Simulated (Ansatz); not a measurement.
# Rh: a failed or faulty run and its cure

System: Rh (4 atoms in the cell, total charge −6).
Method of run A: DFT, LDA, plane waves, PAW, PAW set soft_1, no spin polarisation (Ansatz 0.2.0).

The structure derives from a Materials Project entry. Some settings of this run were made unusual or wrong on purpose. Text and figures count atoms from 1; the logs count them from 0 in places.

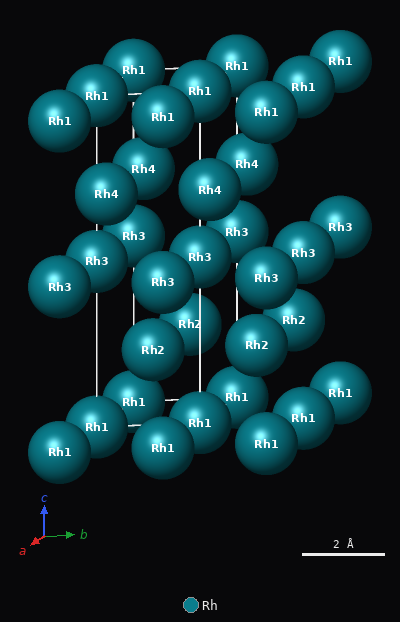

**Figure 1.** The input geometry (spheres-only view of the cell of the calculation, repeated 2 × 2 × 1, seen slightly off an axis; atoms are numbered from 1 in the order of the input). An atom can appear more than once, as a periodic image.

**Input file, run A**
```yaml
crystal:
  lattice:
    - [2.5775, 0.0, 0.0]
    - [-1.28875, 2.2321804783, 0.0]
    - [0.0, 0.0, 8.4358]
  atoms:
    - { symbol: Rh, position: [0.0, 0.0, 0.0] }
    - { symbol: Rh, position: [0.3333333333, 0.6666666667, 0.25] }
    - { symbol: Rh, position: [0.0, 0.0, 0.5] }
    - { symbol: Rh, position: [0.6666666667, 0.3333333333, 0.75] }
basis:
  ecutwfc: 420
kpoints:
  mp_grid: { grid: [18, 18, 6] }
hamiltonian:
  xc: lda
  pseudopotentials: { kind: paw, azcp: { folder: soft_1 } }
scf:
  occupations: { method: gaussian, width: 0.15 }
  max_iter: 50
output:
  forces: true
  eigenvalues: true
  stress: true
total_charge: -6
```

Command:
```bash
ansatz run input.yaml --threads 2 --pin off --max-ram 4096MiB --backend cpu --events-out ev --progress --plain --runs-dir out
```

Hardware: 2 threads of Arm Neoverse N1, 98 GiB of memory available, shared host.

**Output, shortened to warnings, some set-up lines, iterations and results (run A)**
```
Warning: [file] the record states the generating functional pbe (its physics header spells it `PBE`), which answers neither for hamiltonian.xc's functional nor for the lda family's — results may be inconsistent (PPs are generated against a specific XC)
Basis set: ecut = 420 eV, 959 PW (Γ)
Symmetry: 24 space group operations
k-points: 148 of 1944
Initial density: superposition of atomic densities (chi_scale 0.1, normalization cell)
[...]
SCF iter   1: F=—  HF=-24981.789926 eV  |F-HF|=—  |Δ(HF+E_count)|=         —  Δρ=4.58e-1  dr2=8.72e1  ethr=3.10e-3  ⟨swp⟩=6.7  Hψ=27741  notcnv=0  defer=53
SCF iter   2: F=—  HF=-24955.823570 eV  |F-HF|=—  |Δ(HF+E_count)|=    2.60e1  Δρ=1.86e-1  dr2=1.53e1  ethr=3.10e-3  ⟨swp⟩=3.7  Hψ=17076  notcnv=0  defer=344
SCF iter   3: F=—  HF=-24951.748319 eV  |F-HF|=—  |Δ(HF+E_count)|=    4.08e0  Δρ=2.65e-2  dr2=1.24e-1  ethr=3.10e-3  ⟨swp⟩=3.1  Hψ=14619  notcnv=0  defer=370
SCF iter   4: F=—  HF=-24951.888408 eV  |F-HF|=—  |Δ(HF+E_count)|=   1.40e-1  Δρ=4.59e-3  dr2=9.27e-3  ethr=1.68e-4  ⟨swp⟩=2.0  Hψ=13959  notcnv=0  defer=406
SCF iter   5: F=—  HF=-24951.885195 eV  |F-HF|=—  |Δ(HF+E_count)|=   3.21e-3  Δρ=1.42e-3  dr2=5.69e-4  ethr=1.25e-5  ⟨swp⟩=2.0  Hψ=10480  notcnv=0  defer=406
SCF iter   6: F=—  HF=-24951.884989 eV  |F-HF|=—  |Δ(HF+E_count)|=   2.06e-4  Δρ=2.16e-4  dr2=2.03e-5  ethr=7.69e-7  ⟨swp⟩=2.0  Hψ=10964  notcnv=0  defer=406
SCF iter   7: F=—  HF=-24951.884983 eV  |F-HF|=—  |Δ(HF+E_count)|=   6.61e-6  Δρ=5.15e-5  dr2=9.96e-7  ethr=2.74e-8  ⟨swp⟩=2.6  Hψ=9235  notcnv=0  defer=406
SCF iter   8: F=-24951.884982 eV  HF=-24951.884982 eV  |F-HF|=5.81e-8  |Δ(HF+E_count)|=   3.13e-7  Δρ=1.24e-5  dr2=7.74e-8  ethr=1.35e-10  ⟨swp⟩=11.0  Hψ=30286  notcnv=0
SCF 1 converged in 8 iterations: F = -24951.884982 eV  dr2 = 7.74e-8
SCF converged after 8 iterations
Free energy (F): -24951.884982 eV
Harris-Foulkes:  -24951.884982 eV  (|F-HF|=5.81e-8)
Internal energy: -24951.843751 eV  (E = F + TS)
E sigma→0 (E₀):  -24951.864367 eV
Entropy (-TS):   -0.041231 eV (-10.308 meV/atom)
Fermi energy:    28.195630 eV
--- Per-component energies (eV) ---
  E_band       = 105.502672
  E_kinetic    = 2373.885729
  E_local      = -5415.882174  (includes V_loc(G=0)·N_el)
  E_nonlocal   = 1311.666568
  E_hartree    = 2106.919712
  E_xc         = -888.901259
  E_vxc        = -1124.336261  (∫ρ·V_xc dr)
  E_paw        = -13980.878260  (= ΣΔE_a)
  E_vpaw       = -1253.655508  (= ΣTr[D̂ρ^β])
  E_aug_tail   = 0.000185  (compensation charges beyond the density's cutoff)
  E_ewald      = -10461.144180
  E_core_change = 2.489928  (= ΣΔE_core)
  E_smearing   = -0.041231  (= −TS)
  E_closure    = 0.000000  (closes the sum)
  E_deformation_potential = -200.804116  (in the stress; not in F)
  Σ components = -24951.884982   (vs F -24951.884982, Δ=0.00e0)
--- Forces (eV/Å), atoms counted from 1 ---
  atom   1  Rh    -0.00000000    -0.00000000     0.00000000
  atom   2  Rh     0.00000000     0.00000000     0.00000000
  atom   3  Rh    -0.00000000    -0.00000000    -0.00000000
  atom   4  Rh     0.00000000    -0.00000000     0.00000000
  max |Σ_I F_I| component: 4.21e-30 eV/Å
--- Stress (GPa, compression-positive) ---
       33.415550      -0.000000       0.000000
        0.000000      33.415550       0.000000
        0.000000       0.000000      37.253056
  P = ⅓ Tr σ = 34.6947 GPa (346.947 kbar)
```

> Diagnose this run and give a change of the input that cures it.

This input holds a deliberate fault: a charge that the system can't hold (`total_charge`). The cell cannot bind or give up so many electrons; the background charge dominates. The program still converged, but the numbers can't be taken as results for the intended system. Warnings of the run: the PAW datasets were made with another functional. The cell is charged and computed with a neutralising background, so its energy and pressure depend on the cell and aren't those of a real crystal.

A run of the same system that converges differs from this input as follows (lines with − go, lines with + come):
```diff
-  max_iter: 50
-total_charge: -6
```

**Output, shortened to warnings, some set-up lines, iterations and results (run B)**
```
Warning: [file] the record states the generating functional pbe (its physics header spells it `PBE`), which answers neither for hamiltonian.xc's functional nor for the lda family's — results may be inconsistent (PPs are generated against a specific XC)
Basis set: ecut = 420 eV, 959 PW (Γ)
Symmetry: 24 space group operations
k-points: 148 of 1944
Initial density: superposition of atomic densities (chi_scale 0.1, normalization cell)
[...]
SCF iter   1: F=—  HF=-25116.442385 eV  |F-HF|=—  |Δ(HF+E_count)|=         —  Δρ=1.23e-1  dr2=6.34e0  ethr=3.10e-3  ⟨swp⟩=5.6  Hψ=20205  notcnv=0  defer=7
SCF iter   2: F=—  HF=-25114.665369 eV  |F-HF|=—  |Δ(HF+E_count)|=    1.78e0  Δρ=5.78e-2  dr2=1.30e0  ethr=3.10e-3  ⟨swp⟩=2.0  Hψ=10671  notcnv=0  defer=107
SCF iter   3: F=—  HF=-25114.253827 eV  |F-HF|=—  |Δ(HF+E_count)|=   4.12e-1  Δρ=1.03e-2  dr2=2.02e-2  ethr=1.92e-3  ⟨swp⟩=2.0  Hψ=9464  notcnv=0  defer=107
SCF iter   4: F=—  HF=-25114.252712 eV  |F-HF|=—  |Δ(HF+E_count)|=   1.11e-3  Δρ=1.07e-3  dr2=4.26e-4  ethr=2.97e-5  ⟨swp⟩=2.3  Hψ=11304  notcnv=0  defer=102
SCF iter   5: F=—  HF=-25114.252631 eV  |F-HF|=—  |Δ(HF+E_count)|=   8.09e-5  Δρ=2.59e-4  dr2=1.80e-5  ethr=6.27e-7  ⟨swp⟩=2.2  Hψ=9355  notcnv=0  defer=102
SCF iter   6: F=—  HF=-25114.252625 eV  |F-HF|=—  |Δ(HF+E_count)|=   5.51e-6  Δρ=4.41e-5  dr2=6.83e-7  ethr=2.65e-8  ⟨swp⟩=2.2  Hψ=9582  notcnv=0  defer=102
SCF iter   7: F=-25114.252625 eV  HF=-25114.252625 eV  |F-HF|=2.62e-8  |Δ(HF+E_count)|=   1.19e-7  Δρ=1.11e-5  dr2=4.33e-8  ethr=1.47e-10  ⟨swp⟩=7.7  Hψ=22931  notcnv=0
SCF 1 converged in 7 iterations: F = -25114.252625 eV  dr2 = 4.33e-8
SCF converged after 7 iterations
Free energy (F): -25114.252625 eV
Harris-Foulkes:  -25114.252625 eV  (|F-HF|=2.62e-8)
Internal energy: -25114.200892 eV  (E = F + TS)
E sigma→0 (E₀):  -25114.226759 eV
Entropy (-TS):   -0.051733 eV (-12.933 meV/atom)
Fermi energy:    25.954129 eV
--- Per-component energies (eV) ---
  E_band       = -132.739489
  E_kinetic    = 2174.194762
  E_local      = -5296.017015  (includes V_loc(G=0)·N_el)
  E_nonlocal   = 1217.487587
  E_hartree    = 1984.780163
  E_xc         = -811.748944
  E_vxc        = -1023.296798  (∫ρ·V_xc dr)
  E_paw        = -13924.243367  (= ΣΔE_a)
  E_vpaw       = -1174.655656  (= ΣTr[D̂ρ^β])
  E_aug_tail   = 0.000174  (compensation charges beyond the density's cutoff)
  E_ewald      = -10461.144180
  E_core_change = 2.489928  (= ΣΔE_core)
  E_smearing   = -0.051733  (= −TS)
  E_closure    = 0.000000  (closes the sum)
  Σ components = -25114.252625   (vs F -25114.252625, Δ=0.00e0)
--- Forces (eV/Å), atoms counted from 1 ---
  atom   1  Rh     0.00000000     0.00000000    -0.00000000
  atom   2  Rh    -0.00000000    -0.00000000     0.00000000
  atom   3  Rh     0.00000000     0.00000000     0.00000000
  atom   4  Rh    -0.00000000     0.00000000     0.00000000
  max |Σ_I F_I| component: 1.39e-17 eV/Å
--- Stress (GPa, compression-positive) ---
       35.342630       0.000000       0.000000
        0.000000      35.342630       0.000000
        0.000000       0.000000      33.724416
  P = ⅓ Tr σ = 34.8032 GPa (348.032 kbar)
```

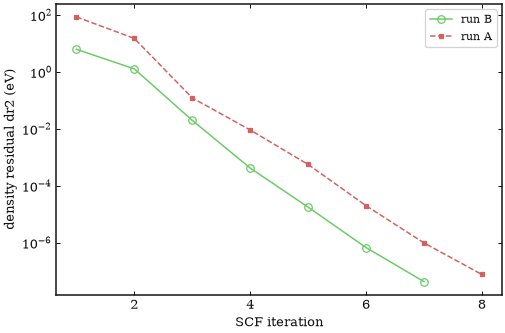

**Figure 2.** Convergence of the two runs: density residual dr2 against the SCF iteration. Run B takes 7 iterations in all, and run A takes 8.

**The two runs side by side**

| quantity | run A | run B |
| --- | --- | --- |
| outcome | converged | converged |
| free energy per atom (eV) | −6237.9712 | −6278.5632 |
| energy per atom, smearing taken to zero (eV) | −6237.9661 | −6278.5567 |
| gap on the mesh (eV) | 0.00 | 0.00 |
| pressure (GPa) | 34.69 | 34.80 |
| largest force (eV/Å) | 0.000 | 0.000 |
| SCF iterations | 8 | 7 |
| irreducible k-points | 148 | 148 |
| plane waves at Γ | 959 | 959 |
| wall time (shared host) | 16 s | 12 s |

The total energies belong to different systems, so their difference says nothing on which is more stable or more accurate. A charged cell is computed with a uniform neutralising background, so its energy and pressure depend on the cell and aren't those of a real crystal. The SCF takes 7 iterations against 8.

Notes on run B: The program warns: the PAW datasets were made with another functional. The cell is under a pressure of 35 GPa at this level, so it is not at its equilibrium volume.
